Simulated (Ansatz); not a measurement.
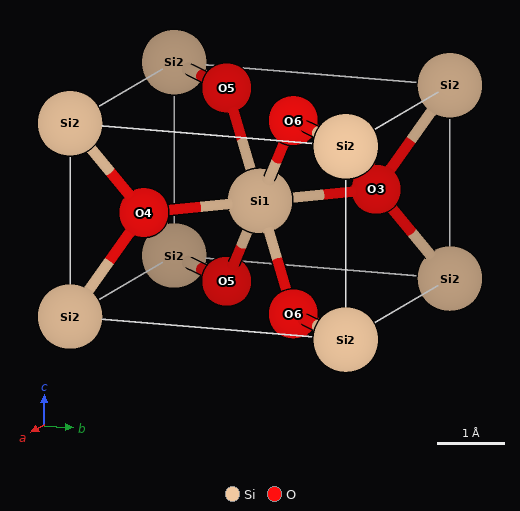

The input geometry (ball-and-stick view of the cell of the calculation, seen slightly off an axis; atoms are numbered from 1 in the order of the input). An atom can appear more than once, as a periodic image.

## Geometry relaxation of SiO$_{2}$ (part 1 of 2)

The run: geometry relaxation of SiO$_{2}$ (P4₂/mnm, 6 atoms in the cell). Method and program: DFT r2SCAN, scalar-relativistic, plane waves, PAW, no spin polarisation (Ansatz 0.2.0).

The structure was made by swapping elements on the sites of another compound; it need not be a known phase. It belongs to a series of runs on one base structure; here: Sn -> Si on all its sites, cell and atoms relaxed. Figures and captions count atoms from 1; the log counts them from 0 in places.

### Input
```yaml
crystal:
  lattice:
    - [4.448512594, 0.0, 0.0]
    - [0.0, 4.448512594, 0.0]
    - [0.0, 0.0, 2.9922861117]
  atoms:
    - { symbol: Si, position: [0.5, 0.5, 0.5] }
    - { symbol: Si, position: [0.0, 0.0, 0.0] }
    - { symbol: O, position: [0.1940616415, 0.8059383585, 0.5] }
    - { symbol: O, position: [0.8059383585, 0.1940616415, 0.5] }
    - { symbol: O, position: [0.3059383585, 0.3059383585, 0.0] }
    - { symbol: O, position: [0.6940616415, 0.6940616415, 0.0] }
basis:
  ecutwfc: 500
kpoints:
  mp_grid: { grid: [4, 4, 6] }
hamiltonian:
  xc: r2scan
scf:
  occupations: { method: gaussian, width: 0.1 }
output:
  forces: true
  stress: true
  eigenvalues: true
relax:
  adjacent_minimum: "off"
  f_tol: 0.05
  max_steps: 60
  cell: { stress_tol: 0.5 }
```

Command:
```bash
ansatz run input.yaml --threads 2 --pin off --max-ram 5120MiB --backend cpu --events-out ev --progress --plain --runs-dir out
```

### The program's output
```
Engine: ansatz 0.2.0, x86_64-unknown-linux-gnu
Pseudopotentials: kind: paw
Pseudopotential: Si, paw, valence charge 4, recommended cutoff 500 eV (meta_gga), Si.paw.azcp
Pseudopotential: O, paw, valence charge 6, recommended cutoff 500 eV (meta_gga), O.paw.azcp
Functional definition: r2SCAN
  parameter k0 = 0.174
  parameter k1 = 0.065
  parameter a1 = 4.9479
  exchange = r2scan_x(k0 = k0, k1 = k1, a1 = a1)
  correlation = r2scan_c
Crystal: 6 atoms, lattice volume = 59.215 Å³
Basis set: ecut = 500 eV, 1511 PW (Γ), exchange–correlation on 144×144×96 points (64 copies of the dense FFT grid, shifted against one another)
Bands: 22, of which v1, the nominal top of the filled ones, is band 16 counted from 1 (15 counted from 0)
Symmetry: 16 space group operations
Space group: P42/mnm (ITA 136), of the structure as read, at distance tolerance 3.9e-5 Å
k-points: 24 of 96
Non-local potential: Si, projectors of the file, l = 0: 2, l = 1: 2, l = 2: 2
Non-local potential: O, projectors of the file, l = 0: 2, l = 1: 2, l = 2: 1
PAW form: soft (Blöchl's): semilocal exchange-correlation on the pseudo side does not see the compensation charge
PAW frozen core: Si, regenerated for the run's functional (the file was generated under x = pbe(κ = 0.804, μ = 0.2195149727645171), c = pbe(β = 0.06672455060314922))
PAW frozen core: O, regenerated for the run's functional (the file was generated under x = pbe(κ = 0.804, μ = 0.2195149727645171), c = pbe(β = 0.06672455060314922))
PAW one-centre angular grid: Si, 302 points (default); XC on 160 Gauss nodes
PAW one-centre angular grid: O, 302 points (default); XC on 160 Gauss nodes
Initial density: superposition of atomic densities (neutral atoms: chi_scale 0, normalization atom), corrected by the library's trained network
Initial wavefunctions: pseudopotential atomic-orbital guess
Functional: x = r2scan, c = r2scan; τ floored in thin density (d = 2e-4 eV/Å³)
SCF iter   1: F=—  HF=-3556.612195 eV  |F-HF|=—  |Δ(HF+E_count)|=         —  Δρ=1.04e-2  dr2=7.29e-2  dr2_τ=2.60e-1  ethr=1.77e-3  ⟨swp⟩=5.9  Hψ=2790  notcnv=0  defer=1
preconditioner: auto → none  [insulator: Δε(μ)=2.463 eV  Ē_g=16.563 eV  σ=0.100 eV  W_gap=1.00  n_scr=10 (ndim 8)  ℏωp=27.3 eV  f_vac=0.000  D(μ)=0.00/eV (n_scr^D=0)  ε∞_Penn≈3.7]
SCF iter   2: F=—  HF=-3556.772655 eV  |F-HF|=—  |Δ(HF+E_count)|=   1.60e-1  Δρ=6.37e-3  dr2=9.15e-3  dr2_τ=2.13e-3  ethr=2.28e-4  ⟨swp⟩=2.0  Hψ=1206  notcnv=0  defer=42
SCF iter   3: F=—  HF=-3556.772755 eV  |F-HF|=—  |Δ(HF+E_count)|=   9.98e-5  Δρ=2.03e-3  dr2=1.69e-3  dr2_τ=1.67e-4  ethr=2.86e-5  ⟨swp⟩=2.5  Hψ=857  notcnv=0  defer=42
SCF iter   4: F=—  HF=-3556.772741 eV  |F-HF|=—  |Δ(HF+E_count)|=   1.32e-5  Δρ=4.04e-4  dr2=7.48e-5  dr2_τ=5.23e-6  ethr=5.29e-6  ⟨swp⟩=2.1  Hψ=738  notcnv=0  defer=42
SCF iter   5: F=—  HF=-3556.772721 eV  |F-HF|=—  |Δ(HF+E_count)|=   2.05e-5  Δρ=1.08e-4  dr2=5.74e-6  dr2_τ=3.36e-7  ethr=2.34e-7  ⟨swp⟩=2.0  Hψ=778  notcnv=0  defer=42
SCF iter   6: F=—  HF=-3556.772722 eV  |F-HF|=—  |Δ(HF+E_count)|=   1.43e-6  Δρ=3.30e-5  dr2=5.79e-7  dr2_τ=1.21e-8  ethr=1.79e-8  ⟨swp⟩=2.9  Hψ=916  notcnv=0  defer=42
SCF iter   7: F=-3556.772722 eV  HF=-3556.772722 eV  |F-HF|=8.91e-10  |Δ(HF+E_count)|=   6.34e-8  Δρ=3.41e-6  dr2=5.48e-9  dr2_τ=1.95e-10  ethr=3.13e-10  ⟨swp⟩=10.3  Hψ=2723  notcnv=0
SCF 1 converged in 7 iterations: F = -3556.772722 eV  dr2 = 5.48e-9
  greatest PAW one-centre occupation: 0.862 electrons in one spin orbital (limit 2), on the O atom at site 5 (counted from 0), in its partial waves of l = 0
relax step   1: F+E_penalty+E_count = -3556.77272235 eV  Δ(F+E_penalty+E_count) = +0.000e0 eV  max|allowed force component| = 3.721e-1 eV/Å  Δτ_max = 0.0000 Å  P = -49.447 GPa  Ω = 59.215 Å³  (7 SCF iters, dr2 threshold 1.00e-7 eV, accepted)
Crystal: 6 atoms, lattice volume = 53.354 Å³
Basis set: ecut = 500 eV, 1379 PW (Γ), exchange–correlation on 144×144×96 points (64 copies of the dense FFT grid, shifted against one another)
Initial density: handed on by an earlier stage of this run
Initial wavefunctions: those handed on with the density
iter 1 solved again at ethr=4.84e-4 eV; its pass at ethr=3.10e-3 eV (dr2=1.55e-1 eV) is discarded
SCF iter   1: F=—  HF=-3558.363680 eV  |F-HF|=—  |Δ(HF+E_count)|=         —  Δρ=1.92e-2  dr2=1.58e-1  dr2_τ=2.91e-1  ethr=4.84e-4  ⟨swp⟩=1.0  Hψ=3299  notcnv=0
preconditioner: auto → none  [insulator: Δε(μ)=4.010 eV  Ē_g=18.099 eV  σ=0.100 eV  W_gap=1.00  n_scr=10 (ndim 8)  ℏωp=28.8 eV  f_vac=0.000  D(μ)=0.00/eV (n_scr^D=0)  ε∞_Penn≈3.5]
SCF iter   2: F=—  HF=-3558.442521 eV  |F-HF|=—  |Δ(HF+E_count)|=   7.88e-2  Δρ=6.83e-3  dr2=1.08e-2  dr2_τ=5.20e-3  ethr=4.84e-4  ⟨swp⟩=2.1  Hψ=1057  notcnv=0
SCF iter   3: F=—  HF=-3558.443795 eV  |F-HF|=—  |Δ(HF+E_count)|=   1.27e-3  Δρ=2.81e-3  dr2=2.29e-3  dr2_τ=1.64e-4  ethr=3.37e-5  ⟨swp⟩=2.8  Hψ=905  notcnv=0
SCF iter   4: F=—  HF=-3558.444359 eV  |F-HF|=—  |Δ(HF+E_count)|=   5.63e-4  Δρ=9.32e-4  dr2=2.57e-4  dr2_τ=2.25e-5  ethr=7.15e-6  ⟨swp⟩=2.0  Hψ=910  notcnv=0
SCF iter   5: F=—  HF=-3558.444390 eV  |F-HF|=—  |Δ(HF+E_count)|=   3.14e-5  Δρ=1.87e-4  dr2=1.07e-5  dr2_τ=9.75e-7  ethr=8.04e-7  ⟨swp⟩=2.0  Hψ=912  notcnv=0
SCF iter   6: F=-3558.444390 eV  HF=-3558.444390 eV  |F-HF|=8.84e-8  |Δ(HF+E_count)|=   3.89e-7  Δρ=2.73e-5  dr2=2.47e-7  dr2_τ=1.97e-8  ethr=1.87e-9  ⟨swp⟩=4.6  Hψ=2773  notcnv=0
SCF 2 converged in 6 iterations: F = -3558.444390 eV  dr2 = 2.47e-7
  greatest PAW one-centre occupation: 0.863 electrons in one spin orbital (limit 2), on the O atom at site 5 (counted from 0), in its partial waves of l = 0
relax step   2: F+E_penalty+E_count = -3558.44438952 eV  Δ(F+E_penalty+E_count) = -1.672e0 eV  max|allowed force component| = 4.624e-1 eV/Å  Δτ_max = 0.0093 Å  P = -35.347 GPa  Ω = 53.354 Å³  energy of the carried Pulay correction = +2.394e-3 eV  (6 SCF iters, dr2 threshold 6.00e-7 eV, accepted)
Crystal: 6 atoms, lattice volume = 47.514 Å³
Basis set: ecut = 500 eV, 1177 PW (Γ), exchange–correlation on 144×144×96 points (64 copies of the dense FFT grid, shifted against one another)
iter 1 solved again at ethr=7.87e-4 eV; its pass at ethr=3.10e-3 eV (dr2=2.52e-1 eV) is discarded
SCF iter   1: F=—  HF=-3559.226532 eV  |F-HF|=—  |Δ(HF+E_count)|=         —  Δρ=2.59e-2  dr2=2.52e-1  dr2_τ=4.39e-1  ethr=7.87e-4  ⟨swp⟩=1.0  Hψ=3244  notcnv=0
preconditioner: auto → none  [insulator: Δε(μ)=6.116 eV  Ē_g=19.938 eV  σ=0.100 eV  W_gap=1.00  n_scr=10 (ndim 8)  ℏωp=30.5 eV  f_vac=0.000  D(μ)=0.00/eV (n_scr^D=0)  ε∞_Penn≈3.3]
SCF iter   2: F=—  HF=-3559.323938 eV  |F-HF|=—  |Δ(HF+E_count)|=   9.74e-2  Δρ=7.97e-3  dr2=1.41e-2  dr2_τ=6.40e-3  ethr=7.87e-4  ⟨swp⟩=2.5  Hψ=1067  notcnv=0
SCF iter   3: F=—  HF=-3559.325616 eV  |F-HF|=—  |Δ(HF+E_count)|=   1.68e-3  Δρ=3.33e-3  dr2=2.65e-3  dr2_τ=2.32e-4  ethr=4.40e-5  ⟨swp⟩=2.8  Hψ=895  notcnv=0
SCF iter   4: F=—  HF=-3559.326121 eV  |F-HF|=—  |Δ(HF+E_count)|=   5.05e-4  Δρ=6.57e-4  dr2=7.38e-5  dr2_τ=1.80e-5  ethr=8.27e-6  ⟨swp⟩=2.9  Hψ=900  notcnv=0
SCF iter   5: F=—  HF=-3559.326135 eV  |F-HF|=—  |Δ(HF+E_count)|=   1.43e-5  Δρ=7.67e-5  dr2=1.37e-6  dr2_τ=1.61e-7  ethr=2.31e-7  ⟨swp⟩=2.1  Hψ=833  notcnv=0
SCF iter   6: F=-3559.326136 eV  HF=-3559.326136 eV  |F-HF|=1.63e-9  |Δ(HF+E_count)|=   1.06e-6  Δρ=9.96e-6  dr2=2.56e-8  dr2_τ=3.15e-9  ethr=1.87e-9  ⟨swp⟩=6.9  Hψ=2542  notcnv=0
SCF 3 converged in 6 iterations: F = -3559.326136 eV  dr2 = 2.56e-8
  greatest PAW one-centre occupation: 0.868 electrons in one spin orbital (limit 2), on the O atom at site 5 (counted from 0), in its partial waves of l = 0
relax step   3: F+E_penalty+E_count = -3559.32613630 eV  Δ(F+E_penalty+E_count) = -8.817e-1 eV  max|allowed force component| = 7.353e-2 eV/Å  Δτ_max = 0.0149 Å  P = -5.507 GPa  Ω = 47.514 Å³  energy of the carried Pulay correction = +5.043e-3 eV  (6 SCF iters, dr2 threshold 6.00e-7 eV, accepted)
Crystal: 6 atoms, lattice volume = 46.716 Å³
iter 1 solved again at ethr=2.17e-5 eV; its pass at ethr=3.10e-3 eV (dr2=6.95e-3 eV) is discarded
SCF iter   1: F=—  HF=-3559.336261 eV  |F-HF|=—  |Δ(HF+E_count)|=         —  Δρ=5.32e-3  dr2=8.18e-3  dr2_τ=2.39e-2  ethr=2.17e-5  ⟨swp⟩=1.5  Hψ=3139  notcnv=0
preconditioner: auto → none  [insulator: Δε(μ)=6.528 eV  Ē_g=20.177 eV  σ=0.100 eV  W_gap=1.00  n_scr=10 (ndim 8)  ℏωp=30.7 eV  f_vac=0.000  D(μ)=0.00/eV (n_scr^D=0)  ε∞_Penn≈3.3]
SCF iter   2: F=—  HF=-3559.340580 eV  |F-HF|=—  |Δ(HF+E_count)|=   4.32e-3  Δρ=1.94e-3  dr2=6.74e-4  dr2_τ=2.03e-4  ethr=2.17e-5  ⟨swp⟩=2.0  Hψ=1027  notcnv=0
SCF iter   3: F=—  HF=-3559.340594 eV  |F-HF|=—  |Δ(HF+E_count)|=   1.36e-5  Δρ=8.12e-4  dr2=1.24e-4  dr2_τ=9.96e-6  ethr=2.11e-6  ⟨swp⟩=2.0  Hψ=874  notcnv=0
SCF iter   4: F=—  HF=-3559.340615 eV  |F-HF|=—  |Δ(HF+E_count)|=   2.14e-5  Δρ=9.56e-5  dr2=1.49e-6  dr2_τ=2.44e-7  ethr=3.87e-7  ⟨swp⟩=2.2  Hψ=921  notcnv=0
SCF iter   5: F=-3559.340616 eV  HF=-3559.340616 eV  |F-HF|=2.91e-8  |Δ(HF+E_count)|=   4.56e-7  Δρ=1.61e-5  dr2=8.34e-8  dr2_τ=8.14e-9  ethr=1.87e-9  ⟨swp⟩=6.6  Hψ=2520  notcnv=0
SCF 4 converged in 5 iterations: F = -3559.340616 eV  dr2 = 8.34e-8
relax step   4: F+E_penalty+E_count = -3559.34061582 eV  Δ(F+E_penalty+E_count) = -1.448e-2 eV  max|allowed force component| = 1.471e-1 eV/Å  Δτ_max = 0.0092 Å  P = +0.144 GPa  Ω = 46.716 Å³  energy of the carried Pulay correction = +5.427e-3 eV  (5 SCF iters, dr2 threshold 6.00e-7 eV, accepted)
Crystal: 6 atoms, lattice volume = 46.721 Å³
iter 1 solved again at ethr=2.27e-6 eV; its pass at ethr=3.10e-3 eV (dr2=7.26e-4 eV) is discarded
SCF iter   1: F=—  HF=-3559.346950 eV  |F-HF|=—  |Δ(HF+E_count)|=         —  Δρ=1.89e-3  dr2=7.24e-4  dr2_τ=5.56e-3  ethr=2.27e-6  ⟨swp⟩=2.0  Hψ=3203  notcnv=0
preconditioner: auto → none  [insulator: Δε(μ)=6.526 eV  Ē_g=20.140 eV  σ=0.100 eV  W_gap=1.00  n_scr=10 (ndim 8)  ℏωp=30.7 eV  f_vac=0.000  D(μ)=0.00/eV (n_scr^D=0)  ε∞_Penn≈3.3]
SCF iter   2: F=—  HF=-3559.347557 eV  |F-HF|=—  |Δ(HF+E_count)|=   6.07e-4  Δρ=8.79e-4  dr2=1.16e-4  dr2_τ=6.00e-6  ethr=2.26e-6  ⟨swp⟩=2.8  Hψ=962  notcnv=0
SCF iter   3: F=—  HF=-3559.347564 eV  |F-HF|=—  |Δ(HF+E_count)|=   7.05e-6  Δρ=1.42e-4  dr2=3.48e-6  dr2_τ=7.52e-7  ethr=3.61e-7  ⟨swp⟩=2.3  Hψ=918  notcnv=0
SCF iter   4: F=-3559.347565 eV  HF=-3559.347565 eV  |F-HF|=2.57e-8  |Δ(HF+E_count)|=   1.19e-6  Δρ=5.26e-5  dr2=5.05e-7  dr2_τ=1.06e-7  ethr=1.87e-9  ⟨swp⟩=7.0  Hψ=2640  notcnv=0
SCF 5 converged in 4 iterations: F = -3559.347565 eV  dr2 = 5.05e-7
relax step   5: F+E_penalty+E_count = -3559.34756520 eV  Δ(F+E_penalty+E_count) = -6.949e-3 eV  max|allowed force component| = 2.523e-2 eV/Å  Δτ_max = 0.0057 Å  P = +0.145 GPa  Ω = 46.721 Å³  energy of the carried Pulay correction = +5.425e-3 eV  (4 SCF iters, dr2 threshold 6.00e-7 eV, accepted)
Basis set: ecut = 500 eV, 1177 PW (Γ), exchange–correlation on 128×128×80 points (64 copies of the dense FFT grid, shifted against one another)
Initial wavefunctions: pseudopotential atomic-orbital guess (no wavefunctions were taken with the density)
iter 1 solved again at ethr=2.79e-7 eV; its pass at ethr=3.10e-3 eV (dr2=8.94e-5 eV) is discarded
SCF iter   1: F=—  HF=-3559.336432 eV  |F-HF|=—  |Δ(HF+E_count)|=         —  Δρ=9.92e-4  dr2=4.17e-5  dr2_τ=2.32e-4  ethr=2.79e-7  ⟨swp⟩=3.0  Hψ=4280  notcnv=0
preconditioner: auto → none  [insulator: Δε(μ)=6.529 eV  Ē_g=20.141 eV  σ=0.100 eV  W_gap=1.00  n_scr=10 (ndim 8)  ℏωp=30.7 eV  f_vac=0.000  D(μ)=0.00/eV (n_scr^D=0)  ε∞_Penn≈3.3]
SCF iter   2: F=—  HF=-3559.336533 eV  |F-HF|=—  |Δ(HF+E_count)|=   1.01e-4  Δρ=4.92e-4  dr2=1.05e-5  dr2_τ=1.71e-5  ethr=1.30e-7  ⟨swp⟩=2.0  Hψ=907  notcnv=0
SCF iter   3: F=—  HF=-3559.336563 eV  |F-HF|=—  |Δ(HF+E_count)|=   2.93e-5  Δρ=8.65e-5  dr2=1.95e-6  dr2_τ=3.78e-7  ethr=3.29e-8  ⟨swp⟩=2.0  Hψ=851  notcnv=0
SCF iter   4: F=—  HF=-3559.336562 eV  |F-HF|=—  |Δ(HF+E_count)|=   1.25e-7  Δρ=1.04e-5  dr2=1.15e-8  dr2_τ=1.03e-8  ethr=6.08e-9  ⟨swp⟩=2.0  Hψ=818  notcnv=0
SCF iter   5: F=-3559.336562 eV  HF=-3559.336562 eV  |F-HF|=2.73e-12  |Δ(HF+E_count)|=   3.08e-8  Δρ=2.14e-6  dr2=6.81e-10  dr2_τ=3.11e-10  ethr=1.87e-11  ⟨swp⟩=5.3  Hψ=2065  notcnv=0
SCF 6 converged in 5 iterations: F = -3559.336562 eV  dr2 = 6.81e-10
  greatest PAW one-centre occupation: 0.868 electrons in one spin orbital (limit 2), on the O atom at site 3 (counted from 0), in its partial waves of l = 0
relax step   6: F+E_penalty+E_count = -3559.33656244 eV  Δ(F+E_penalty+E_count) = +1.100e-2 eV  max|allowed force component| = 2.727e-2 eV/Å  Δτ_max = 0.0000 Å  P = +0.282 GPa  Ω = 46.721 Å³  stress off target by 3.18e-1 GPa  SCF on the basis re-selected at this cell (its energy is not comparable with the rows above)  (5 SCF iters)
```

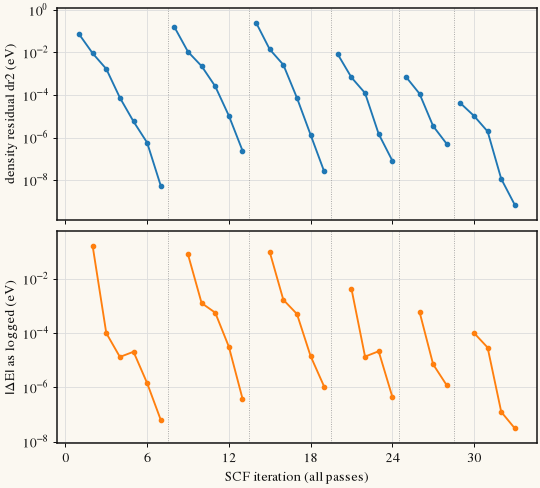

Convergence of the self-consistent field: density residual dr2 and size of the energy change against the SCF iteration. The dotted lines part the SCF passes of the relaxation: geometry steps, rejected trials and re-solves on a re-selected basis. The 6 passes take 4 to 7 iterations each, 33 in all.
